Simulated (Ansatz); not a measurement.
## ZnSe: geometry relaxation (part 1 of 2)

- system: ZnSe (F-43m, 2 atoms in the cell)
- method: DFT LDA, scalar-relativistic, plane waves, PAW, no spin polarisation (Ansatz 0.2.0)

It belongs to a series of runs on one base structure; here: elastic and piezoelectric constants, atoms relaxed. Figures and captions count atoms from 1; the log counts them from 0 in places.

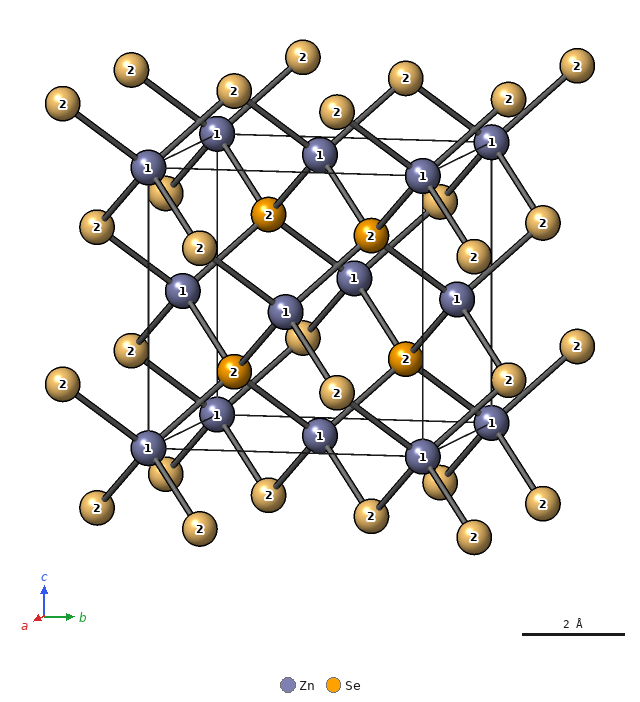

*The starting structure (ball-and-stick view of the cell 4 times as large as that of the calculation, set on its symmetry axes, seen slightly off an axis; neighbours outside the cell are drawn fainter; atoms are numbered from 1 in the order of the input). An atom can appear more than once, as a periodic image.*

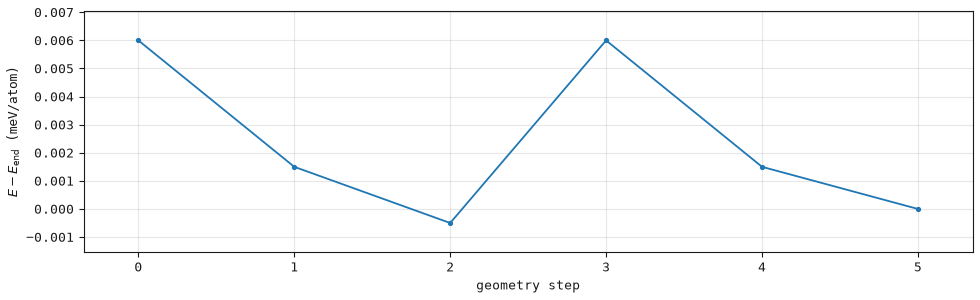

*Progress of the relaxation, step by step (the first geometry is step 0 here and step 1 in the log).*

The energy falls by next to nothing (0.0 meV per atom) in 5 geometry steps. The largest force component goes from 0.013 to under 0.0001 eV/Å. The atoms keep their places (all moves are under 0.005 Å). The cell stays as it was. Among the contacts that change: Zn1–Se2 2.411 → 2.406 Å. The space group stays F-43m (No. 216). (Atoms are counted from 1 in the order of the input.)

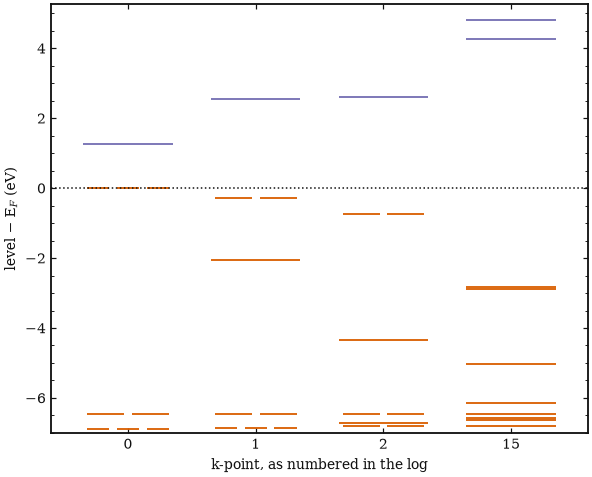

*Kohn–Sham levels near the Fermi level (dotted) at the few k-points that the log prints; levels within 0.02 eV of each other stand side by side.*

Among these points the highest filled and lowest empty levels are 1.26 eV apart, which is the gap on the mesh.

These pictures come from the run below.

Input file:
```yaml
crystal:
  lattice:
    - [0.0, 2.7816, 2.7816]
    - [2.7816, 0.0, 2.7816]
    - [2.7816, 2.7816, 0.0]
  atoms:
    - { symbol: Zn, position: [0.0, 0.0, 0.0] }
    - { symbol: Se, position: [0.25, 0.25, 0.25] }
basis:
  ecutwfc: 420
kpoints:
  mp_grid: { grid: [6, 6, 6] }
hamiltonian:
  xc: lda
scf:
  occupations: { method: fixed }
output:
  forces: true
  stress: true
  eigenvalues: true
  polarization: {}
elastic:
  mode: relaxed_ion
  stencil: two_point
```

Command:
```bash
ansatz run input.yaml --threads 4 --pin off --max-ram 12288MiB --backend cpu --events-out ev --progress --plain --runs-dir out
```

Log:
```
Engine: ansatz 0.2.0, x86_64-unknown-linux-gnu
Pseudopotentials: kind: paw
Pseudopotential: Zn, paw, valence charge 12, recommended cutoff 420 eV (normal), Zn.paw.azcp
Pseudopotential: Se, paw, valence charge 16, recommended cutoff 420 eV (normal), Se.paw.azcp
Functional definition: SPW92
  exchange = slater_x
  correlation = pw_c
Crystal: 2 atoms, lattice volume = 43.044 Å³
Basis set: ecut = 420 eV, 869 PW (Γ)
Bands: 18, of which v1, the nominal top of the filled ones, is band 14 counted from 1 (13 counted from 0)
Symmetry: 24 space group operations
Space group: F-43m (ITA 216), of the structure as read, at distance tolerance 3.5e-5 Å
k-points: 16 of 216 (time reversal used)
Non-local potential: Zn, projectors of the file, l = 0: 2, l = 1: 2, l = 2: 3, l = 3: 1
Non-local potential: Se, projectors of the file, l = 0: 2, l = 1: 2, l = 2: 3, l = 3: 1
PAW form: soft (Blöchl's): semilocal exchange-correlation on the pseudo side does not see the compensation charge
PAW frozen core: Zn, regenerated for the run's functional, and the local potential with it (the file was generated under x = pbe(κ = 0.804, μ = 0.2195149727645171), c = pbe(β = 0.06672455060314922))
PAW frozen core: Se, regenerated for the run's functional, and the local potential with it (the file was generated under x = pbe(κ = 0.804, μ = 0.2195149727645171), c = pbe(β = 0.06672455060314922))
PAW one-centre angular grid: Zn, 590 points (default); XC on 64 Gauss nodes
PAW one-centre angular grid: Se, 590 points (default); XC on 64 Gauss nodes
Initial density: superposition of atomic densities (neutral atoms: chi_scale 0, normalization atom), corrected by the library's trained network
Initial wavefunctions: pseudopotential atomic-orbital guess
Functional: x = slater, c = lda
SCF iter   1: F=—  HF=-8630.845845 eV  |F-HF|=—  |Δ(HF+E_count)|=         —  Δρ=5.24e-3  dr2=6.28e-3  ethr=1.77e-3  ⟨swp⟩=4.9  Hψ=1331  notcnv=0  defer=25
preconditioner: auto → none  [insulator: Δε(μ)=1.226 eV  Ē_g=12.140 eV  n_scr=14 (ndim 8)  ℏωp=24.0 eV  f_vac=0.102  ε∞_Penn≈4.9]
SCF iter   2: F=—  HF=-8630.843906 eV  |F-HF|=—  |Δ(HF+E_count)|=   1.94e-3  Δρ=1.98e-3  dr2=8.41e-4  ethr=2.24e-5  ⟨swp⟩=2.1  Hψ=583  notcnv=0  defer=28
SCF iter   3: F=—  HF=-8630.843794 eV  |F-HF|=—  |Δ(HF+E_count)|=   1.12e-4  Δρ=1.45e-3  dr2=3.94e-4  ethr=3.00e-6  ⟨swp⟩=2.0  Hψ=456  notcnv=0  defer=28
SCF iter   4: F=—  HF=-8630.843687 eV  |F-HF|=—  |Δ(HF+E_count)|=   1.07e-4  Δρ=2.33e-4  dr2=1.81e-5  ethr=1.41e-6  ⟨swp⟩=2.0  Hψ=448  notcnv=0  defer=28
SCF iter   5: F=—  HF=-8630.843680 eV  |F-HF|=—  |Δ(HF+E_count)|=   6.44e-6  Δρ=2.00e-5  dr2=1.89e-7  ethr=6.48e-8  ⟨swp⟩=2.0  Hψ=421  notcnv=0
SCF iter   6: F=—  HF=-8630.843678 eV  |F-HF|=—  |Δ(HF+E_count)|=   2.51e-6  Δρ=4.76e-6  dr2=5.90e-9  ethr=6.77e-10  ⟨swp⟩=2.1  Hψ=514  notcnv=0
SCF iter   7: F=—  HF=-8630.843678 eV  |F-HF|=—  |Δ(HF+E_count)|=   1.35e-8  Δρ=2.18e-6  dr2=8.76e-10  ethr=2.11e-11  ⟨swp⟩=2.1  Hψ=516  notcnv=0
SCF iter   8: F=—  HF=-8630.843678 eV  |F-HF|=—  |Δ(HF+E_count)|=  5.86e-10  Δρ=2.83e-7  dr2=2.83e-11  ethr=3.13e-12  ⟨swp⟩=2.4  Hψ=521  notcnv=0
SCF iter   9: F=—  HF=-8630.843678 eV  |F-HF|=—  |Δ(HF+E_count)|=  9.82e-11  Δρ=6.01e-8  dr2=1.10e-12  ethr=1.01e-13 (applied; sched 1.00e-12)  ⟨swp⟩=2.4  Hψ=523  notcnv=0
SCF iter  10: F=-8630.843678 eV  HF=-8630.843678 eV  |F-HF|=0.00e0  |Δ(HF+E_count)|=  3.64e-12  Δρ=5.26e-9  dr2=8.01e-15  ethr=1.00e-12  ⟨swp⟩=6.4  Hψ=1388  notcnv=0
SCF 1 converged in 10 iterations: F = -8630.843678 eV  dr2 = 8.01e-15
  greatest PAW one-centre occupation: 1.000 electrons in one spin orbital (limit 2), on the Se atom at site 1 (counted from 0), in its partial waves of l = 2
Crystal: 2 atoms, lattice volume = 42.958 Å³
Symmetry: 8 space group operations
k-points: 30 of 216 (time reversal used)
Initial density: handed on by an earlier stage of this run
Initial wavefunctions: pseudopotential atomic-orbital guess (no wavefunctions were taken with the density)
iter 1 solved again at ethr=1.47e-5 eV; its pass at ethr=3.10e-3 eV (dr2=4.11e-3 eV) is discarded
SCF iter   1: F=—  HF=-8630.845431 eV  |F-HF|=—  |Δ(HF+E_count)|=         —  Δρ=5.43e-3  dr2=4.26e-3  ethr=1.47e-5  ⟨swp⟩=1.9  Hψ=3498  notcnv=0  defer=57
preconditioner: auto → none  [insulator: Δε(μ)=1.244 eV  Ē_g=12.117 eV  n_scr=14 (ndim 8)  ℏωp=24.0 eV  f_vac=0.092  ε∞_Penn≈4.9]
SCF iter   2: F=—  HF=-8630.843921 eV  |F-HF|=—  |Δ(HF+E_count)|=   1.51e-3  Δρ=2.03e-3  dr2=6.09e-4  ethr=1.47e-5  ⟨swp⟩=2.1  Hψ=853  notcnv=0  defer=58
SCF iter   3: F=—  HF=-8630.843597 eV  |F-HF|=—  |Δ(HF+E_count)|=   3.25e-4  Δρ=1.34e-3  dr2=2.03e-4  ethr=2.18e-6  ⟨swp⟩=2.0  Hψ=842  notcnv=0  defer=58
SCF iter   4: F=—  HF=-8630.843531 eV  |F-HF|=—  |Δ(HF+E_count)|=   6.53e-5  Δρ=5.24e-4  dr2=3.05e-5  ethr=7.24e-7  ⟨swp⟩=2.1  Hψ=846  notcnv=0  defer=49
SCF iter   5: F=—  HF=-8630.843522 eV  |F-HF|=—  |Δ(HF+E_count)|=   9.35e-6  Δρ=1.46e-4  dr2=1.67e-6  ethr=1.09e-7  ⟨swp⟩=2.5  Hψ=1004  notcnv=0  defer=32
SCF iter   6: F=—  HF=-8630.843522 eV  |F-HF|=—  |Δ(HF+E_count)|=   4.98e-7  Δρ=2.54e-5  dr2=5.77e-8  ethr=5.98e-9  ⟨swp⟩=2.6  Hψ=996  notcnv=0
SCF iter   7: F=—  HF=-8630.843522 eV  |F-HF|=—  |Δ(HF+E_count)|=   2.42e-8  Δρ=1.90e-6  dr2=4.53e-10  ethr=2.06e-10  ⟨swp⟩=2.0  Hψ=894  notcnv=0
SCF iter   8: F=—  HF=-8630.843522 eV  |F-HF|=—  |Δ(HF+E_count)|=  2.76e-10  Δρ=1.79e-7  dr2=6.89e-12  ethr=1.62e-12  ⟨swp⟩=2.0  Hψ=954  notcnv=0
SCF iter   9: F=—  HF=-8630.843522 eV  |F-HF|=—  |Δ(HF+E_count)|=  1.82e-12  Δρ=2.53e-8  dr2=2.28e-13  ethr=2.46e-14 (applied; sched 1.00e-12)  ⟨swp⟩=2.1  Hψ=962  notcnv=0
SCF iter  10: F=-8630.843522 eV  HF=-8630.843522 eV  |F-HF|=0.00e0  |Δ(HF+E_count)|=  1.82e-12  Δρ=5.15e-9  dr2=8.30e-15  ethr=1.00e-12  ⟨swp⟩=4.8  Hψ=2025  notcnv=0
SCF 2 converged in 10 iterations: F = -8630.843522 eV  dr2 = 8.30e-15
NSCF: frozen V_eff on 33 k-points
Crystal: 2 atoms, lattice volume = 43.130 Å³
iter 1 solved again at ethr=1.57e-5 eV; its pass at ethr=3.10e-3 eV (dr2=4.39e-3 eV) is discarded
SCF iter   1: F=—  HF=-8630.845628 eV  |F-HF|=—  |Δ(HF+E_count)|=         —  Δρ=5.39e-3  dr2=4.20e-3  ethr=1.57e-5  ⟨swp⟩=1.8  Hψ=3381  notcnv=0  defer=57
preconditioner: auto → none  [insulator: Δε(μ)=1.262 eV  Ē_g=12.195 eV  n_scr=14 (ndim 8)  ℏωp=24.0 eV  f_vac=0.092  ε∞_Penn≈4.9]
SCF iter   2: F=—  HF=-8630.844118 eV  |F-HF|=—  |Δ(HF+E_count)|=   1.51e-3  Δρ=2.02e-3  dr2=5.96e-4  ethr=1.50e-5  ⟨swp⟩=2.1  Hψ=853  notcnv=0  defer=56
SCF iter   3: F=—  HF=-8630.843804 eV  |F-HF|=—  |Δ(HF+E_count)|=   3.14e-4  Δρ=1.33e-3  dr2=2.02e-4  ethr=2.13e-6  ⟨swp⟩=2.0  Hψ=842  notcnv=0  defer=58
SCF iter   4: F=—  HF=-8630.843739 eV  |F-HF|=—  |Δ(HF+E_count)|=   6.48e-5  Δρ=5.18e-4  dr2=3.00e-5  ethr=7.23e-7  ⟨swp⟩=2.1  Hψ=851  notcnv=0  defer=50
SCF iter   5: F=—  HF=-8630.843728 eV  |F-HF|=—  |Δ(HF+E_count)|=   1.09e-5  Δρ=1.44e-4  dr2=1.62e-6  ethr=1.07e-7  ⟨swp⟩=2.5  Hψ=1001  notcnv=0  defer=28
SCF iter   6: F=—  HF=-8630.843731 eV  |F-HF|=—  |Δ(HF+E_count)|=   2.39e-6  Δρ=2.60e-5  dr2=6.16e-8  ethr=5.79e-9  ⟨swp⟩=2.5  Hψ=977  notcnv=0
SCF iter   7: F=—  HF=-8630.843731 eV  |F-HF|=—  |Δ(HF+E_count)|=   2.09e-8  Δρ=2.04e-6  dr2=6.08e-10  ethr=2.20e-10  ⟨swp⟩=2.0  Hψ=893  notcnv=0
SCF iter   8: F=—  HF=-8630.843731 eV  |F-HF|=—  |Δ(HF+E_count)|=  3.44e-10  Δρ=1.73e-7  dr2=6.28e-12  ethr=2.17e-12  ⟨swp⟩=2.1  Hψ=882  notcnv=0
SCF iter   9: F=—  HF=-8630.843731 eV  |F-HF|=—  |Δ(HF+E_count)|=  1.82e-12  Δρ=3.15e-8  dr2=3.72e-13  ethr=2.24e-14 (applied; sched 1.00e-12)  ⟨swp⟩=2.1  Hψ=962  notcnv=0
SCF iter  10: F=-8630.843731 eV  HF=-8630.843731 eV  |F-HF|=0.00e0  |Δ(HF+E_count)|=  3.64e-12  Δρ=6.95e-9  dr2=1.47e-14  ethr=1.00e-12  ⟨swp⟩=5.0  Hψ=2076  notcnv=0
SCF 3 converged in 10 iterations: F = -8630.843731 eV  dr2 = 1.47e-14
NSCF: frozen V_eff on 33 k-points
Symmetry: 4 space group operations
k-points: 46 of 216 (time reversal used)
iter 1 solved again at ethr=4.43e-6 eV; its pass at ethr=3.10e-3 eV (dr2=1.24e-3 eV) is discarded
SCF iter   1: F=—  HF=-8630.844230 eV  |F-HF|=—  |Δ(HF+E_count)|=         —  Δρ=2.76e-3  dr2=1.23e-3  ethr=4.43e-6  ⟨swp⟩=2.0  Hψ=5485  notcnv=0  defer=88
preconditioner: auto → none  [insulator: Δε(μ)=1.246 eV  Ē_g=12.156 eV  n_scr=14 (ndim 8)  ℏωp=24.0 eV  f_vac=0.092  ε∞_Penn≈4.9]
SCF iter   2: F=—  HF=-8630.843704 eV  |F-HF|=—  |Δ(HF+E_count)|=   5.26e-4  Δρ=1.19e-3  dr2=1.57e-4  ethr=4.39e-6  ⟨swp⟩=2.1  Hψ=1338  notcnv=0  defer=92
SCF iter   3: F=—  HF=-8630.843642 eV  |F-HF|=—  |Δ(HF+E_count)|=   6.17e-5  Δρ=1.74e-4  dr2=2.21e-6  ethr=5.59e-7  ⟨swp⟩=2.0  Hψ=1330  notcnv=0  defer=73
SCF iter   4: F=—  HF=-8630.843644 eV  |F-HF|=—  |Δ(HF+E_count)|=   1.22e-6  Δρ=3.50e-5  dr2=1.23e-7  ethr=7.88e-9  ⟨swp⟩=2.0  Hψ=1473  notcnv=0
SCF iter   5: F=—  HF=-8630.843644 eV  |F-HF|=—  |Δ(HF+E_count)|=   1.59e-7  Δρ=8.97e-6  dr2=3.40e-8  ethr=4.40e-10  ⟨swp⟩=2.0  Hψ=1472  notcnv=0
SCF iter   6: F=—  HF=-8630.843644 eV  |F-HF|=—  |Δ(HF+E_count)|=   8.61e-9  Δρ=4.63e-6  dr2=5.87e-9  ethr=1.21e-10  ⟨swp⟩=2.0  Hψ=1472  notcnv=0
SCF iter   7: F=—  HF=-8630.843644 eV  |F-HF|=—  |Δ(HF+E_count)|=   2.21e-9  Δρ=1.02e-6  dr2=1.75e-10  ethr=2.10e-11  ⟨swp⟩=2.0  Hψ=1196  notcnv=0
SCF iter   8: F=—  HF=-8630.843644 eV  |F-HF|=—  |Δ(HF+E_count)|=  8.00e-11  Δρ=3.01e-7  dr2=1.36e-11  ethr=6.25e-13 (applied; sched 1.00e-12)  ⟨swp⟩=2.0  Hψ=1247  notcnv=0
SCF iter   9: F=—  HF=-8630.843644 eV  |F-HF|=—  |Δ(HF+E_count)|=  1.09e-11  Δρ=3.66e-8  dr2=1.85e-13  ethr=4.85e-14 (applied; sched 1.00e-12)  ⟨swp⟩=2.0  Hψ=1273  notcnv=0
SCF iter  10: F=-8630.843644 eV  HF=-8630.843644 eV  |F-HF|=0.00e0  |Δ(HF+E_count)|=  3.64e-12  Δρ=5.64e-9  dr2=6.85e-15  ethr=1.00e-12  ⟨swp⟩=5.0  Hψ=3140  notcnv=0
SCF 4 converged in 10 iterations: F = -8630.843644 eV  dr2 = 6.85e-15
relax step   1: F+E_penalty+E_count = -8630.84364365 eV  Δ(F+E_penalty+E_count) = +0.000e0 eV  max|allowed force component| = 1.272e-2 eV/Å  Δτ_max = 0.0000 Å  (10 SCF iters, accepted)
Initial wavefunctions: those handed on with the density
iter 1 solved again at ethr=2.32e-9 eV; its pass at ethr=3.10e-3 eV (dr2=6.50e-7 eV) is discarded
SCF iter   1: F=—  HF=-8630.843653 eV  |F-HF|=—  |Δ(HF+E_count)|=         —  Δρ=5.57e-5  dr2=6.62e-7  ethr=2.32e-9  ⟨swp⟩=2.0  Hψ=3605  notcnv=0  defer=3
preconditioner: auto → none  [insulator: Δε(μ)=1.252 eV  Ē_g=12.156 eV  n_scr=14 (ndim 8)  ℏωp=24.0 eV  f_vac=0.092  ε∞_Penn≈4.9]
SCF iter   2: F=—  HF=-8630.843653 eV  |F-HF|=—  |Δ(HF+E_count)|=   2.79e-7  Δρ=1.95e-5  dr2=6.62e-8  ethr=2.32e-9  ⟨swp⟩=2.1  Hψ=1131  notcnv=0  defer=3
SCF iter   3: F=—  HF=-8630.843653 eV  |F-HF|=—  |Δ(HF+E_count)|=   1.57e-8  Δρ=3.35e-6  dr2=1.56e-9  ethr=2.36e-10  ⟨swp⟩=2.0  Hψ=1196  notcnv=0  defer=3
SCF iter   4: F=—  HF=-8630.843653 eV  |F-HF|=—  |Δ(HF+E_count)|=   1.86e-9  Δρ=7.26e-7  dr2=1.26e-10  ethr=5.57e-12  ⟨swp⟩=2.0  Hψ=1458  notcnv=0  defer=3
SCF iter   5: F=—  HF=-8630.843653 eV  |F-HF|=—  |Δ(HF+E_count)|=  8.00e-11  Δρ=5.51e-7  dr2=8.60e-11  ethr=4.50e-13 (applied; sched 1.00e-12)  ⟨swp⟩=2.0  Hψ=1241  notcnv=0  defer=3
SCF iter   6: F=—  HF=-8630.843653 eV  |F-HF|=—  |Δ(HF+E_count)|=  3.82e-11  Δρ=1.32e-7  dr2=4.42e-12  ethr=3.07e-13 (applied; sched 1.00e-12)  ⟨swp⟩=2.0  Hψ=1196  notcnv=0  defer=3
SCF iter   7: F=-8630.843653 eV  HF=-8630.843653 eV  |F-HF|=0.00e0  |Δ(HF+E_count)|=  1.82e-12  Δρ=2.34e-8  dr2=9.07e-14  ethr=1.00e-12  ⟨swp⟩=3.6  Hψ=3592  notcnv=0
SCF 5 converged in 7 iterations: F = -8630.843653 eV  dr2 = 9.07e-14
relax step   2: F+E_penalty+E_count = -8630.84365263 eV  Δ(F+E_penalty+E_count) = -8.979e-6 eV  max|allowed force component| = 6.981e-3 eV/Å  Δτ_max = 0.0005 Å  (7 SCF iters, accepted)
SCF iter   1: F=—  HF=-8630.843658 eV  |F-HF|=—  |Δ(HF+E_count)|=         —  Δρ=6.80e-5  dr2=9.91e-7  ethr=3.50e-8  ⟨swp⟩=4.0  Hψ=2801  notcnv=0  defer=88
preconditioner: auto → none  [insulator: Δε(μ)=1.251 eV  Ē_g=12.156 eV  n_scr=14 (ndim 8)  ℏωp=24.0 eV  f_vac=0.092  ε∞_Penn≈4.9]
SCF iter   2: F=—  HF=-8630.843657 eV  |F-HF|=—  |Δ(HF+E_count)|=   1.44e-6  Δρ=2.35e-5  dr2=9.61e-8  ethr=3.54e-9  ⟨swp⟩=2.2  Hψ=1532  notcnv=0  defer=3
SCF iter   3: F=—  HF=-8630.843657 eV  |F-HF|=—  |Δ(HF+E_count)|=   2.30e-8  Δρ=4.24e-6  dr2=2.45e-9  ethr=3.43e-10  ⟨swp⟩=2.0  Hψ=1195  notcnv=0  defer=3
SCF iter   4: F=—  HF=-8630.843657 eV  |F-HF|=—  |Δ(HF+E_count)|=   2.75e-9  Δρ=9.11e-7  dr2=2.07e-10  ethr=8.76e-12  ⟨swp⟩=2.0  Hψ=1461  notcnv=0  defer=3
SCF iter   5: F=—  HF=-8630.843657 eV  |F-HF|=—  |Δ(HF+E_count)|=  8.91e-11  Δρ=3.87e-7  dr2=4.00e-11  ethr=7.38e-13 (applied; sched 1.00e-12)  ⟨swp⟩=2.0  Hψ=1241  notcnv=0  defer=3
SCF iter   6: F=—  HF=-8630.843657 eV  |F-HF|=—  |Δ(HF+E_count)|=  9.09e-12  Δρ=2.45e-7  dr2=1.63e-11  ethr=1.43e-13 (applied; sched 1.00e-12)  ⟨swp⟩=2.0  Hψ=1196  notcnv=0  defer=3
SCF iter   7: F=—  HF=-8630.843657 eV  |F-HF|=—  |Δ(HF+E_count)|=  5.46e-12  Δρ=5.14e-8  dr2=6.34e-13  ethr=5.84e-14 (applied; sched 1.00e-12)  ⟨swp⟩=2.0  Hψ=1176  notcnv=0  defer=3
SCF iter   8: F=-8630.843657 eV  HF=-8630.843657 eV  |F-HF|=1.82e-12  |Δ(HF+E_count)|=  1.82e-12  Δρ=6.12e-9  dr2=1.21e-14  ethr=1.00e-12  ⟨swp⟩=4.7  Hψ=3073  notcnv=0
SCF 6 converged in 8 iterations: F = -8630.843657 eV  dr2 = 1.21e-14
relax step   3: F+E_penalty+E_count = -8630.84365651 eV  Δ(F+E_penalty+E_count) = -3.874e-6 eV  max|allowed force component| = 2.556e-7 eV/Å  Δτ_max = 0.0006 Å  (8 SCF iters, accepted)
iter 1 solved again at ethr=1.00e-12 eV; its pass at ethr=3.10e-3 eV (dr2=3.37e-14 eV) is discarded
SCF iter   1: F=—  HF=-8630.843657 eV  |F-HF|=—  |Δ(HF+E_count)|=         —  Δρ=6.10e-9  dr2=1.21e-14  ethr=1.00e-12  ⟨swp⟩=2.4  Hψ=3811  notcnv=0  defer=3
SCF iter   2: F=-8630.843657 eV  HF=-8630.843657 eV  |F-HF|=3.64e-12  |Δ(HF+E_count)|=  3.64e-12  Δρ=3.31e-9  dr2=3.06e-15  ethr=1.00e-12  ⟨swp⟩=4.7  Hψ=3095  notcnv=0
SCF 7 converged in 2 iterations: F = -8630.843657 eV  dr2 = 3.06e-15
NSCF: frozen V_eff on 49 k-points
iter 1 solved again at ethr=4.43e-6 eV; its pass at ethr=3.10e-3 eV (dr2=1.24e-3 eV) is discarded
```
